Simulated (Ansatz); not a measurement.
Geometry relaxation, with input and output: Zn7Sn8O25 (charge +2) (part 1 of 5)

System: Zn7Sn8O25 (defect cell, 40 atoms in the cell, total charge +2).
Method: DFT PBE, scalar-relativistic, plane waves, PAW, no spin polarisation (Ansatz 0.2.0).

The structure derives from a Materials Project entry. It belongs to a series of runs on one base structure; here: O on a Zn site (c), charge +2, atoms relaxed at the host's cell.

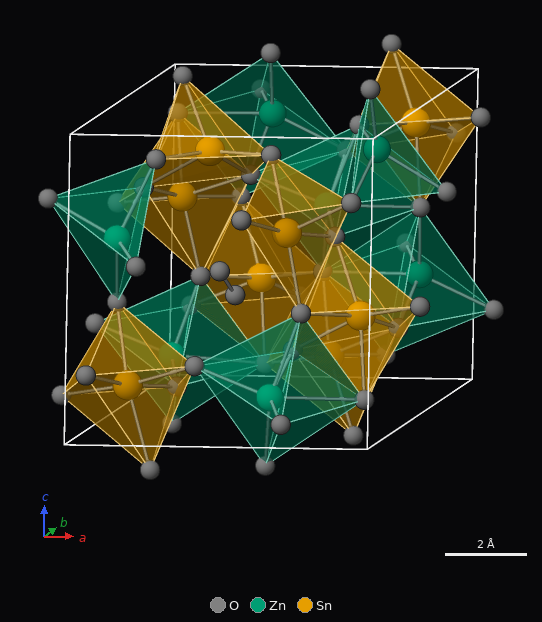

The input geometry (polyhedral view of the cell of the calculation, seen slightly off an axis; polyhedra are completed across the faces of the cell). An atom can appear more than once, as a periodic image.

## The input
```yaml
crystal:
  lattice:
    - [0.0, 6.2026101541, 4.7593783794]
    - [-5.3716179633, -3.1013050771, 4.7593783794]
    - [5.3716179633, -3.1013050771, 4.7593783794]
  atoms:
    - { symbol: O, position: [0.4155499139, 0.406763935, 0.3963912214] }
    - { symbol: Zn, position: [0.3672924505, 0.8750134337, 0.8750254566] }
    - { symbol: Zn, position: [0.8659695475, 0.8634430608, 0.3667896539] }
    - { symbol: Zn, position: [0.8856841779, 0.372836505, 0.8807128218] }
    - { symbol: Zn, position: [0.6377416029, 0.6321419285, 0.6372746887] }
    - { symbol: Zn, position: [0.6309261312, 0.1304595238, 0.1327870867] }
    - { symbol: Zn, position: [0.1195460373, 0.1245143927, 0.6376200022] }
    - { symbol: Zn, position: [0.1323246608, 0.6350500061, 0.1467620041] }
    - { symbol: Sn, position: [0.1542202397, 0.1499762, 0.1604267795] }
    - { symbol: Sn, position: [0.1502379113, 0.6554209057, 0.653825398] }
    - { symbol: Sn, position: [0.6478319175, 0.6471052947, 0.1519825611] }
    - { symbol: Sn, position: [0.6723474132, 0.1434180724, 0.6601324987] }
    - { symbol: Sn, position: [0.8521001783, 0.8421612507, 0.8595591536] }
    - { symbol: Sn, position: [0.8513143767, 0.3447798604, 0.3502142711] }
    - { symbol: Sn, position: [0.339351324, 0.3602197574, 0.869839802] }
    - { symbol: Sn, position: [0.34969167, 0.8471648327, 0.3506956187] }
    - { symbol: O, position: [0.2279601428, 0.6162460896, 0.4078018385] }
    - { symbol: O, position: [0.2470280851, 0.1106056254, 0.8979790332] }
    - { symbol: O, position: [0.7398867085, 0.0964629992, 0.412397538] }
    - { symbol: O, position: [0.7493465899, 0.5966993169, 0.9063796022] }
    - { symbol: O, position: [0.4029663301, 0.290551741, 0.4992675972] }
    - { symbol: O, position: [0.4039625435, 0.7386366637, 0.1008705206] }
    - { symbol: O, position: [0.9033397521, 0.7507463605, 0.6084577001] }
    - { symbol: O, position: [0.9052834381, 0.2402983062, 0.1042613776] }
    - { symbol: O, position: [0.6157936159, 0.3876415799, 0.2258656627] }
    - { symbol: O, position: [0.6031045997, 0.9048643516, 0.7532295419] }
    - { symbol: O, position: [0.1001771717, 0.9028734223, 0.2468591398] }
    - { symbol: O, position: [0.1083745022, 0.4025460512, 0.7402294454] }
    - { symbol: O, position: [0.7464848195, 0.3921594635, 0.592419641] }
    - { symbol: O, position: [0.7494798477, 0.8938295506, 0.099616939] }
    - { symbol: O, position: [0.2589924399, 0.9030426092, 0.5993624252] }
    - { symbol: O, position: [0.231820953, 0.398328253, 0.1010894001] }
    - { symbol: O, position: [0.398937332, 0.5843639741, 0.7435560902] }
    - { symbol: O, position: [0.3985326975, 0.0779155055, 0.2416093227] }
    - { symbol: O, position: [0.900362708, 0.0912784141, 0.7712010125] }
    - { symbol: O, position: [0.8919935201, 0.5919014969, 0.2558063746] }
    - { symbol: O, position: [0.5900084533, 0.7397918492, 0.3996844353] }
    - { symbol: O, position: [0.579337571, 0.2491071423, 0.885010113] }
    - { symbol: O, position: [0.0850644389, 0.2350115548, 0.4078507365] }
    - { symbol: O, position: [0.0980837214, 0.7483763598, 0.9014703441] }
  host:
    lattice:
      - [2.6858089816, 1.5506525385, 4.7593783794]
      - [-2.6858089816, 1.5506525385, 4.7593783794]
      - [0.0, -3.1013050771, 4.7593783794]
    atoms:
      - { symbol: Zn, position: [0.3663585562, 0.3663585562, 0.3663585562] }
      - { symbol: Zn, position: [0.6336414438, 0.6336414438, 0.6336414438] }
      - { symbol: Sn, position: [0.1501688642, 0.1501688642, 0.1501688642] }
      - { symbol: Sn, position: [0.8498311358, 0.8498311358, 0.8498311358] }
      - { symbol: O, position: [0.0505505877, 0.4454694456, 0.7597792598] }
      - { symbol: O, position: [0.7597792598, 0.0505505877, 0.4454694456] }
      - { symbol: O, position: [0.4454694456, 0.7597792598, 0.0505505877] }
      - { symbol: O, position: [0.9494494123, 0.5545305544, 0.2402207402] }
      - { symbol: O, position: [0.5545305544, 0.2402207402, 0.9494494123] }
      - { symbol: O, position: [0.2402207402, 0.9494494123, 0.5545305544] }
total_charge: 2
basis:
  ecutwfc: 420
  xc_grid: 2
kpoints:
  mp_grid: { grid: [2, 2, 2], shift: [0.5, 0.5, 0.5] }
hamiltonian:
  xc: pbe
scf:
  occupations: { method: gaussian, width: 0.01 }
output:
  forces: true
  stress: false
  eigenvalues: true
  charged_corrections:
    defect_position: [0.36635856, 0.36635856, 0.36635856]
    epsilon: [[13.6397, 0.0, 0.0], [0.0, 13.6397, 0.0], [0.0, 0.0, 22.4588]]
  write_density: true
  write_potential: true
  elf: true
  volumetric_format: npy
relax:
  adjacent_minimum: "off"
  f_tol: 0.025
  max_steps: 45
```

Hardware: 4 threads of Oxide Virtual Turin-like (Zen 5), 32 GiB of memory available, shared host.

Run as:
```bash
ansatz run input.yaml --threads 4 --pin off --max-ram 10240MiB --backend cpu --events-out ev --progress --plain --runs-dir out
```

## Log
```
Engine: ansatz 0.2.0, x86_64-unknown-linux-gnu
Pseudopotentials: kind: paw
Pseudopotential: O, paw, valence charge 6, recommended cutoff 420 eV (normal), O.paw.azcp
Pseudopotential: Zn, paw, valence charge 12, recommended cutoff 420 eV (normal), Zn.paw.azcp
Pseudopotential: Sn, paw, valence charge 14, recommended cutoff 420 eV (normal), Sn.paw.azcp
Functional definition: PBE
  parameter kappa = 0.804
  parameter beta = 0.06672455060314922
  exchange = pbe_x(kappa = kappa, mu = beta*pi^2/3)
  correlation = pbe_c(beta = beta)
Crystal: 40 atoms, lattice volume = 475.720 Å³
Basis set: ecut = 420 eV, 9237 PW (Γ), exchange–correlation on 108×108×108 points (8 copies of the dense FFT grid, shifted against one another)
Bands: 212, of which v1, the nominal top of the filled ones, is band 172 counted from 1 (171 counted from 0)
Symmetry: 1 space group operations
Space group: P1 (ITA 1), of the structure as read, at distance tolerance 7.8e-5 Å
k-points: 4 of 8 (time reversal used)
Non-local potential: O, projectors of the file, l = 0: 2, l = 1: 2, l = 2: 1
Non-local potential: Zn, projectors of the file, l = 0: 2, l = 1: 2, l = 2: 3, l = 3: 1
Non-local potential: Sn, projectors of the file, l = 0: 2, l = 1: 2, l = 2: 2, l = 3: 2
PAW form: soft (Blöchl's): semilocal exchange-correlation on the pseudo side does not see the compensation charge
PAW one-centre angular grid: O, 110 points (default); XC on 64 Gauss nodes
PAW one-centre angular grid: Zn, 590 points (default); XC on 64 Gauss nodes
PAW one-centre angular grid: Sn, 590 points (default); XC on 64 Gauss nodes
Initial density: superposition of atomic densities (neutral atoms scaled as one to the charged cell's electrons: chi_scale 0, normalization atom), corrected by the library's trained network
Initial wavefunctions: pseudopotential atomic-orbital guess
Functional: x = pbe(κ = 0.804, μ = 0.2195149727645171), c = pbe(β = 0.06672455060314922)
SCF iter   1: F=—  HF=-85622.981036 eV  |F-HF|=—  |Δ(HF+E_count)|=         —  Δρ=4.22e-2  dr2=1.37e1  ethr=1.77e-3  ⟨swp⟩=6.0  Hψ=3582  notcnv=0  defer=28
preconditioner: auto → Resta (q_TF=auto, 2.585 Å⁻¹)  ε∞=4.6  [insulator: Δε(μ)=1.335 eV  Ē_g=16.609 eV  σ=0.010 eV  W_gap=1.00  n_scr=140 (ndim 8)  ℏωp=31.6 eV  f_vac=0.022  D(μ)=0.00/eV (n_scr^D=0)  ε∞_Penn≈4.6]
SCF iter   2: F=—  HF=-85623.503747 eV  |F-HF|=—  |Δ(HF+E_count)|=   5.23e-1  Δρ=6.64e-2  dr2=2.63e1  ethr=1.77e-3  ⟨swp⟩=3.0  Hψ=1687  notcnv=0  defer=141
SCF iter   3: F=—  HF=-85620.869660 eV  |F-HF|=—  |Δ(HF+E_count)|=    2.63e0  Δρ=2.15e-2  dr2=2.23e0  ethr=1.77e-3  ⟨swp⟩=2.0  Hψ=1694  notcnv=0  defer=130
SCF iter   4: F=—  HF=-85620.992800 eV  |F-HF|=—  |Δ(HF+E_count)|=   1.23e-1  Δρ=2.52e-2  dr2=4.46e0  ethr=6.49e-4  ⟨swp⟩=2.8  Hψ=1504  notcnv=0  defer=131
SCF iter   5: F=—  HF=-85620.670213 eV  |F-HF|=—  |Δ(HF+E_count)|=   3.23e-1  Δρ=9.05e-3  dr2=5.51e-1  ethr=6.49e-4  ⟨swp⟩=2.0  Hψ=746  notcnv=0  defer=131
SCF iter   6: F=—  HF=-85620.631104 eV  |F-HF|=—  |Δ(HF+E_count)|=   3.91e-2  Δρ=5.57e-3  dr2=1.66e-1  ethr=1.60e-4  ⟨swp⟩=2.0  Hψ=1003  notcnv=0  defer=133
SCF iter   7: F=—  HF=-85620.640344 eV  |F-HF|=—  |Δ(HF+E_count)|=   9.24e-3  Δρ=1.01e-2  dr2=7.26e-1  ethr=4.83e-5  ⟨swp⟩=2.0  Hψ=832  notcnv=0  defer=133  recentre
SCF iter   8: F=—  HF=-85620.631971 eV  |F-HF|=—  |Δ(HF+E_count)|=   8.37e-3  Δρ=1.12e-2  dr2=8.23e-1  ethr=4.83e-5  ⟨swp⟩=2.0  Hψ=1170  notcnv=0  defer=133
SCF iter   9: F=—  HF=-85620.627072 eV  |F-HF|=—  |Δ(HF+E_count)|=   4.90e-3  Δρ=6.86e-3  dr2=3.37e-1  ethr=4.83e-5  ⟨swp⟩=2.5  Hψ=1019  notcnv=0  defer=123
SCF iter  10: F=—  HF=-85620.621608 eV  |F-HF|=—  |Δ(HF+E_count)|=   5.46e-3  Δρ=5.48e-3  dr2=2.15e-1  ethr=4.83e-5  ⟨swp⟩=1.0  Hψ=725  notcnv=0  defer=123
SCF iter  11: F=—  HF=-85620.617014 eV  |F-HF|=—  |Δ(HF+E_count)|=   4.59e-3  Δρ=3.07e-3  dr2=6.72e-2  ethr=4.83e-5  ⟨swp⟩=1.0  Hψ=725  notcnv=0  defer=123
SCF iter  12: F=—  HF=-85620.615514 eV  |F-HF|=—  |Δ(HF+E_count)|=   1.50e-3  Δρ=5.08e-4  dr2=1.36e-3  ethr=1.95e-5  ⟨swp⟩=1.0  Hψ=725  notcnv=0  defer=123
SCF iter  13: F=—  HF=-85620.616213 eV  |F-HF|=—  |Δ(HF+E_count)|=   7.00e-4  Δρ=6.99e-4  dr2=3.16e-3  ethr=3.95e-7  ⟨swp⟩=2.0  Hψ=833  notcnv=0  defer=123
SCF iter  14: F=—  HF=-85620.616138 eV  |F-HF|=—  |Δ(HF+E_count)|=   7.56e-5  Δρ=1.36e-4  dr2=9.42e-5  ethr=3.95e-7  ⟨swp⟩=1.0  Hψ=725  notcnv=0  defer=123
SCF iter  15: F=—  HF=-85620.616136 eV  |F-HF|=—  |Δ(HF+E_count)|=   1.19e-6  Δρ=1.05e-4  dr2=6.68e-5  ethr=2.74e-8  ⟨swp⟩=2.0  Hψ=1152  notcnv=0  defer=123
SCF iter  16: F=—  HF=-85620.616138 eV  |F-HF|=—  |Δ(HF+E_count)|=   1.31e-6  Δρ=8.88e-5  dr2=5.40e-5  ethr=1.94e-8  ⟨swp⟩=1.0  Hψ=725  notcnv=0  defer=123
SCF iter  17: F=-85620.616129 eV  HF=-85620.616138 eV  |F-HF|=9.24e-6  |Δ(HF+E_count)|=   3.42e-7  Δρ=4.23e-5  dr2=1.12e-5  ethr=4.54e-9  ⟨swp⟩=17.0  Hψ=7922  notcnv=0
SCF 1 converged in 17 iterations: F = -85620.616129 eV  dr2 = 1.12e-5
  greatest PAW one-centre occupation: 0.996 electrons in one spin orbital (limit 2), on the Sn atom at site 11 (counted from 0), in its partial waves of l = 2
relax step   1: F+E_penalty+E_count = -85620.61612882 eV  Δ(F+E_penalty+E_count) = +0.000e0 eV  max|allowed force component| = 1.586e0 eV/Å  Δτ_max = 0.0000 Å  (17 SCF iters, dr2 threshold 1.56e-5 eV, accepted)
Initial density: handed on by an earlier stage of this run
Initial wavefunctions: those handed on with the density
iter 1 solved again at ethr=4.99e-4 eV; its pass at ethr=3.10e-3 eV (dr2=1.72e0 eV) is discarded
SCF iter   1: F=—  HF=-85621.008541 eV  |F-HF|=—  |Δ(HF+E_count)|=         —  Δρ=2.15e-2  dr2=1.71e0  ethr=4.99e-4  ⟨swp⟩=1.0  Hψ=3018  notcnv=0  defer=106
preconditioner: auto → Resta (q_TF=auto, 2.585 Å⁻¹)  ε∞=4.8  [insulator: Δε(μ)=0.241 eV  Ē_g=16.294 eV  σ=0.010 eV  W_gap=1.00  n_scr=140 (ndim 8)  ℏωp=31.6 eV  f_vac=0.027  D(μ)=0.00/eV (n_scr^D=0)  ε∞_Penn≈4.8]
SCF iter   2: F=—  HF=-85621.202635 eV  |F-HF|=—  |Δ(HF+E_count)|=   1.94e-1  Δρ=3.81e-2  dr2=9.69e0  ethr=4.98e-4  ⟨swp⟩=3.0  Hψ=1850  notcnv=0  defer=106  recentre
preconditioner: auto → LDOS  [insulator: Δε(μ)=0.015 eV  Ē_g=16.286 eV  σ=0.010 eV  W_gap=0.71  n_scr=140 (ndim 8)  ℏωp=31.6 eV  f_vac=0.027  D(μ)=32.45/eV (n_scr^D=352)  ε∞_Penn≈4.8  β→1.0]
SCF iter   3: F=—  HF=-85620.836577 eV  |F-HF|=—  |Δ(HF+E_count)|=   3.66e-1  Δρ=1.21e-2  dr2=5.57e-1  ethr=4.98e-4  ⟨swp⟩=3.0  Hψ=1694  notcnv=0  defer=113
SCF iter   4: F=—  HF=-85620.769066 eV  |F-HF|=—  |Δ(HF+E_count)|=   6.75e-2  Δρ=2.26e-3  dr2=2.90e-2  ethr=1.62e-4  ⟨swp⟩=3.0  Hψ=1573  notcnv=0  defer=131
SCF iter   5: F=—  HF=-85620.767991 eV  |F-HF|=—  |Δ(HF+E_count)|=   1.08e-3  Δρ=7.86e-4  dr2=3.31e-3  ethr=8.44e-6  ⟨swp⟩=2.0  Hψ=1204  notcnv=0  defer=131
SCF iter   6: F=—  HF=-85620.767803 eV  |F-HF|=—  |Δ(HF+E_count)|=   1.88e-4  Δρ=2.50e-4  dr2=3.97e-4  ethr=9.61e-7  ⟨swp⟩=2.0  Hψ=1414  notcnv=0  defer=131
SCF iter   7: F=—  HF=-85620.767766 eV  |F-HF|=—  |Δ(HF+E_count)|=   3.67e-5  Δρ=1.36e-4  dr2=1.09e-4  ethr=1.15e-7  ⟨swp⟩=2.0  Hψ=1400  notcnv=0  defer=131
SCF iter   8: F=-85620.767732 eV  HF=-85620.767752 eV  |F-HF|=2.04e-5  |Δ(HF+E_count)|=   1.42e-5  Δρ=6.24e-5  dr2=2.39e-5  ethr=2.91e-8  ⟨swp⟩=19.5  Hψ=7698  notcnv=0
SCF 2 converged in 8 iterations: F = -85620.767732 eV  dr2 = 2.39e-5
relax step   2: F+E_penalty+E_count = -85620.76773176 eV  Δ(F+E_penalty+E_count) = -1.516e-1 eV  max|allowed force component| = 4.701e-1 eV/Å  Δτ_max = 0.1949 Å  (8 SCF iters, dr2 threshold 1.00e-4 eV, accepted)
[... from here on the SCF iterations and repeated set-up lines of each step are left out, up to the last step ...]
SCF 3 converged in 10 iterations: F = -85620.821422 eV  dr2 = 9.86e-6
relax step   3: F+E_penalty+E_count = -85620.82142167 eV  Δ(F+E_penalty+E_count) = -5.369e-2 eV  max|allowed force component| = 1.143e0 eV/Å  Δτ_max = 0.1951 Å  (10 SCF iters, dr2 threshold 1.38e-5 eV, accepted)
SCF 4 converged in 9 iterations: F = -85620.804350 eV  dr2 = 4.31e-5
relax step   4: F+E_penalty+E_count = -85620.80435004 eV  Δ(F+E_penalty+E_count) = +1.707e-2 eV  max|allowed force component| = 6.768e-1 eV/Å  Δτ_max = 0.0687 Å  (9 SCF iters, dr2 threshold 1.00e-4 eV, rejected (line search))
SCF 5 converged in 14 iterations: F = -85620.847754 eV  dr2 = 2.28e-8
relax step   5: F+E_penalty+E_count = -85620.84775378 eV  Δ(F+E_penalty+E_count) = -2.633e-2 eV  max|allowed force component| = 4.041e-1 eV/Å  Δτ_max = 0.0335 Å  (14 SCF iters, accepted)
SCF 6 converged in 10 iterations: F = -85620.859340 eV  dr2 = 7.12e-6
relax step   6: F+E_penalty+E_count = -85620.85933963 eV  Δ(F+E_penalty+E_count) = -1.159e-2 eV  max|allowed force component| = 1.830e-1 eV/Å  Δτ_max = 0.1000 Å  (10 SCF iters, dr2 threshold 2.04e-5 eV, accepted)
SCF 7 converged in 8 iterations: F = -85620.867488 eV  dr2 = 3.62e-6
relax step   7: F+E_penalty+E_count = -85620.86748843 eV  Δ(F+E_penalty+E_count) = -8.149e-3 eV  max|allowed force component| = 1.317e-1 eV/Å  Δτ_max = 0.0321 Å  (8 SCF iters, dr2 threshold 4.19e-6 eV, accepted)
SCF 8 converged in 11 iterations: F = -85620.859401 eV  dr2 = 2.15e-6
relax step   8: F+E_penalty+E_count = -85620.85940070 eV  Δ(F+E_penalty+E_count) = +8.088e-3 eV  max|allowed force component| = 1.569e-1 eV/Å  Δτ_max = 0.2000 Å  (11 SCF iters, dr2 threshold 3.56e-6 eV, rejected (line search))
SCF 9 converged in 13 iterations: F = -85620.877563 eV  dr2 = 7.75e-8
relax step   9: F+E_penalty+E_count = -85620.87756256 eV  Δ(F+E_penalty+E_count) = -1.007e-2 eV  max|allowed force component| = 6.796e-2 eV/Å  Δτ_max = 0.0954 Å  (13 SCF iters, accepted)
SCF 10 converged in 12 iterations: F = -85620.880765 eV  dr2 = 2.26e-7
relax step  10: F+E_penalty+E_count = -85620.88076532 eV  Δ(F+E_penalty+E_count) = -3.203e-3 eV  max|allowed force component| = 1.215e-1 eV/Å  Δτ_max = 0.0961 Å  (12 SCF iters, dr2 threshold 1.23e-6 eV, accepted)
SCF 11 converged in 8 iterations: F = -85620.885520 eV  dr2 = 1.32e-6
relax step  11: F+E_penalty+E_count = -85620.88551965 eV  Δ(F+E_penalty+E_count) = -4.754e-3 eV  max|allowed force component| = 1.071e-1 eV/Å  Δτ_max = 0.0208 Å  (8 SCF iters, dr2 threshold 3.93e-6 eV, accepted)
SCF 12 converged in 10 iterations: F = -85620.889332 eV  dr2 = 1.67e-6
relax step  12: F+E_penalty+E_count = -85620.88933209 eV  Δ(F+E_penalty+E_count) = -3.812e-3 eV  max|allowed force component| = 1.026e-1 eV/Å  Δτ_max = 0.0737 Å  (10 SCF iters, dr2 threshold 8.92e-6 eV, accepted)
SCF 13 converged in 8 iterations: F = -85620.892564 eV  dr2 = 2.77e-6
relax step  13: F+E_penalty+E_count = -85620.89256435 eV  Δ(F+E_penalty+E_count) = -3.232e-3 eV  max|allowed force component| = 2.284e-1 eV/Å  Δτ_max = 0.0225 Å  (8 SCF iters, dr2 threshold 8.18e-6 eV, accepted)
SCF 14 converged in 7 iterations: F = -85620.894576 eV  dr2 = 2.47e-5
relax step  14: F+E_penalty+E_count = -85620.89457613 eV  Δ(F+E_penalty+E_count) = -2.012e-3 eV  max|allowed force component| = 1.736e-1 eV/Å  Δτ_max = 0.0382 Å  (7 SCF iters, dr2 threshold 4.79e-5 eV, accepted)
SCF 15 converged in 8 iterations: F = -85620.893341 eV  dr2 = 6.56e-6
relax step  15: F+E_penalty+E_count = -85620.89334055 eV  Δ(F+E_penalty+E_count) = +1.236e-3 eV  max|allowed force component| = 1.024e-1 eV/Å  Δτ_max = 0.0489 Å  (8 SCF iters, dr2 threshold 1.74e-5 eV, rejected (line search))
SCF 16 converged in 11 iterations: F = -85620.896861 eV  dr2 = 1.30e-8
relax step  16: F+E_penalty+E_count = -85620.89686088 eV  Δ(F+E_penalty+E_count) = -2.285e-3 eV  max|allowed force component| = 2.695e-2 eV/Å  Δτ_max = 0.0235 Å  (11 SCF iters, accepted)
SCF iter   1: F=—  HF=-85620.902396 eV  |F-HF|=—  |Δ(HF+E_count)|=         —  Δρ=3.13e-3  dr2=4.51e-2  ethr=7.69e-5  ⟨swp⟩=2.0  Hψ=1715  notcnv=0  defer=141
preconditioner: auto → Resta (q_TF=auto, 2.585 Å⁻¹)  ε∞=4.8  [insulator: Δε(μ)=0.598 eV  Ē_g=16.286 eV  σ=0.010 eV  W_gap=1.00  n_scr=140 (ndim 8)  ℏωp=31.6 eV  f_vac=0.035  D(μ)=0.00/eV (n_scr^D=0)  ε∞_Penn≈4.8]
SCF iter   2: F=—  HF=-85620.903621 eV  |F-HF|=—  |Δ(HF+E_count)|=   1.22e-3  Δρ=3.66e-3  dr2=6.34e-2  ethr=1.31e-5  ⟨swp⟩=3.0  Hψ=1691  notcnv=0  defer=141
SCF iter   3: F=—  HF=-85620.896986 eV  |F-HF|=—  |Δ(HF+E_count)|=   6.63e-3  Δρ=8.51e-4  dr2=1.35e-3  ethr=1.31e-5  ⟨swp⟩=2.0  Hψ=1414  notcnv=0  defer=141
SCF iter   4: F=—  HF=-85620.896796 eV  |F-HF|=—  |Δ(HF+E_count)|=   1.90e-4  Δρ=4.26e-4  dr2=8.28e-4  ethr=3.92e-7  ⟨swp⟩=2.0  Hψ=1403  notcnv=0  defer=141
SCF iter   5: F=—  HF=-85620.896714 eV  |F-HF|=—  |Δ(HF+E_count)|=   8.19e-5  Δρ=1.36e-4  dr2=7.62e-5  ethr=2.41e-7  ⟨swp⟩=2.0  Hψ=1399  notcnv=0  defer=141
SCF iter   6: F=—  HF=-85620.897284 eV  |F-HF|=—  |Δ(HF+E_count)|=   5.70e-4  Δρ=6.68e-5  dr2=1.52e-5  ethr=2.21e-8  ⟨swp⟩=2.0  Hψ=1131  notcnv=0  defer=141
SCF iter   7: F=—  HF=-85620.897286 eV  |F-HF|=—  |Δ(HF+E_count)|=   1.73e-6  Δρ=2.52e-5  dr2=3.32e-6  ethr=4.41e-9  ⟨swp⟩=2.0  Hψ=1395  notcnv=0  defer=141
SCF iter   8: F=—  HF=-85620.897286 eV  |F-HF|=—  |Δ(HF+E_count)|=   1.20e-8  Δρ=1.04e-5  dr2=5.00e-7  ethr=9.65e-10  ⟨swp⟩=2.0  Hψ=1395  notcnv=0  defer=141
SCF iter   9: F=-85620.897286 eV  HF=-85620.897286 eV  |F-HF|=3.10e-8  |Δ(HF+E_count)|=   1.44e-7  Δρ=4.68e-6  dr2=9.87e-8  ethr=2.91e-11  ⟨swp⟩=15.0  Hψ=6212  notcnv=0
SCF 17 converged in 9 iterations: F = -85620.897286 eV  dr2 = 9.87e-8
relax step  17: F+E_penalty+E_count = -85620.89728568 eV  Δ(F+E_penalty+E_count) = -4.248e-4 eV  max|allowed force component| = 2.210e-2 eV/Å  Δτ_max = 0.0169 Å  (9 SCF iters, accepted)
```

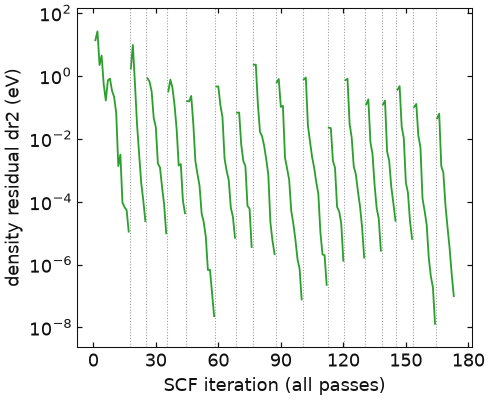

Convergence of the self-consistent field: density residual dr2 against the SCF iteration. The dotted lines part the SCF passes of the relaxation: geometry steps, rejected trials and re-solves on a re-selected basis. The 17 passes take 7 to 17 iterations each, 173 in all.

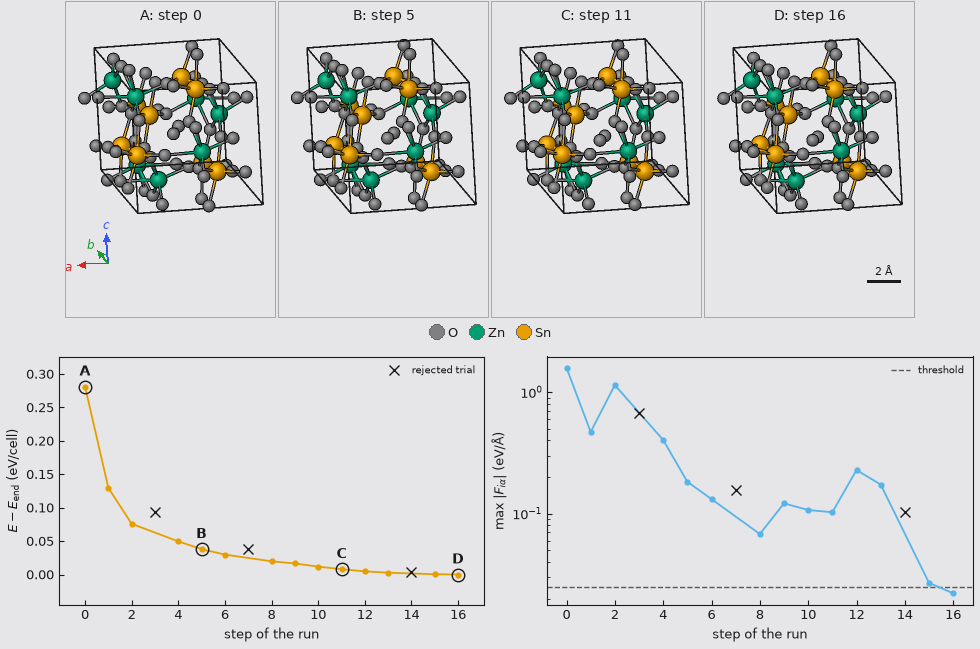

Frames of the relaxation (ball-and-stick view of the cell of the calculation (origin shifted), with bonded neighbours outside it, seen at an oblique angle) above the curves, on which the letters mark them (the first geometry is step 0 here and step 1 in the log).
